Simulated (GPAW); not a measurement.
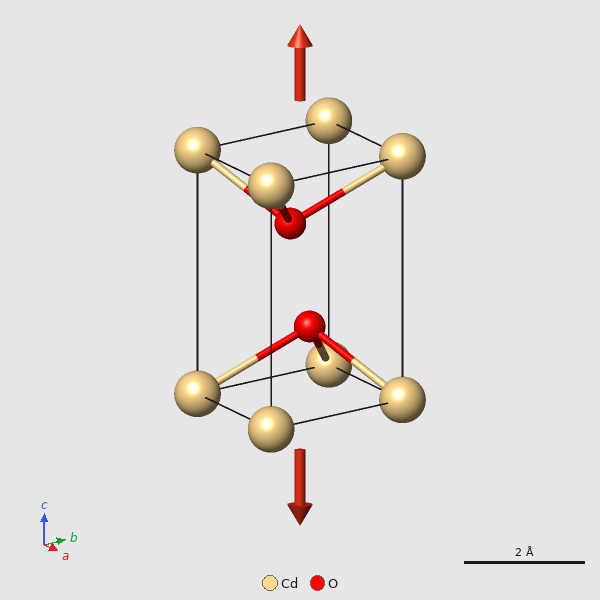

CdO₂, cadmium iodide (CdI₂, 1T) type, space group P-3m1 (No. 164). The run's cell of 3 atoms is drawn unstrained, with atoms on its boundary repeated; the arrows mark the Cartesian direction z (along c), along which it is stretched or compressed while the other dimensions are held. The atoms keep their fractional positions. The cell is a structure listed in the Materials Project. It needn't be the stable form of this composition.

Alike in all runs: GPAW 26.7.0; functional PBEsol; potentials PAW data sets generated in the run's folder for this functional; cutoff 800 eV; k mesh 8 × 8 × 6 on the run's cell of 3 atoms; occupations fermi-dirac, width 0.05 eV; no spin polarisation; no spin-orbit coupling. Stress is positive in compression, averaged over the directions named.

| strain (%) | ΔE (meV/atom) | stress along z (GPa) | stress across, x/y (GPa) |
| --- | --- | --- | --- |
| −4 | -31.3 | -7.54 | -10.72 |
| −2 | ? | ? | ? |
| −1 | -8.5 | -9.10 | -11.69 |
| 0 | 0.0 | -9.57 | -11.97 |
| +1 | 8.9 | -10.02 | -12.23 |
| +2 | 18.2 | -10.45 | -12.47 |
| +4 | 38.1 | -11.26 | -12.89 |

### How stiff is the crystal along the strain, and what belongs in the row left out?

The slope at zero strain is -46 GPa per unit strain, so the clamped-ion stiffness of this cell along z (C33 in these Cartesian axes) is about 46 GPa. The fit puts the stress at −2 % at -8.60 GPa. The run gave -8.60 GPa along, -11.39 GPa across and ΔE = -16.6 meV/atom.

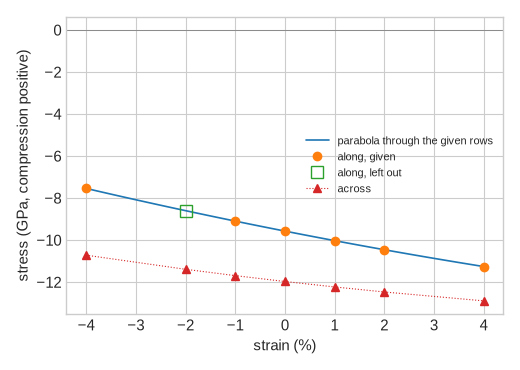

Stress against strain.

Caveat: the density grid can change from cell to cell, which puts small steps into energies and stress; letting the atoms relax at each strain would lower the stiffness, in open frameworks by much; the slope belongs to a cell under 10 GPa of tension, not to the crystal at rest.
